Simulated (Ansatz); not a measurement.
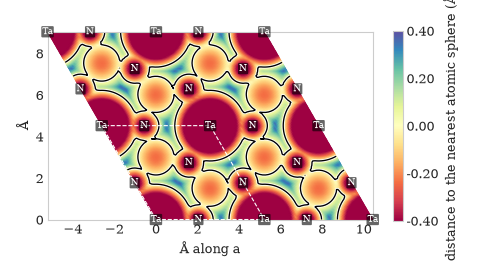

Map of the distance to the nearest atomic sphere in TaN (P-62m, No. 189), computed on the section z = 0.000 (parallel to a and b; the dashed line is one cell). The black line marks the spheres' surfaces; positive values are empty space; unlabelled circles belong to atoms above or below the section.

The atoms' radii are covalent radii (Cordero): Ta 1.70 Å, N 0.71 Å.

Origin of the cell: coordinates from a relaxation at a target pressure of -3 GPa with DFT r2SCAN, scalar-relativistic, plane waves, PAW in Ansatz.

```
Ta N
1.0
     5.21675    0.00000    0.00000
    -2.60837    4.51784    0.00000
     0.00000    0.00000    2.91858
Ta N
3 3
Direct
  0.33333 0.66667 0.50000
  0.66667 0.33333 0.50000
  0.00000 0.00000 0.00000
  0.39198 0.00000 0.00000
  0.60802 0.60802 0.00000
  0.00000 0.39198 0.00000
```

Question: Where is the largest hole in this section, and how large is it?

Answer: At 0.025, 0.613, 0.000 (fractional), where the distance reaches 0.39 Å; it is enclosed by 3 Ta + 1 N (then 2 Ta). It is the largest hole of the crystal.

Question: How much of the crystal lies outside the spheres?

Answer: About 10 % of the cell's volume, and 24 % of this section's area.

Question: What can pass through?

Answer: The largest sphere that fits anywhere has a diameter of 0.77 Å; the largest that can travel through the crystal, about 0.3 Å.
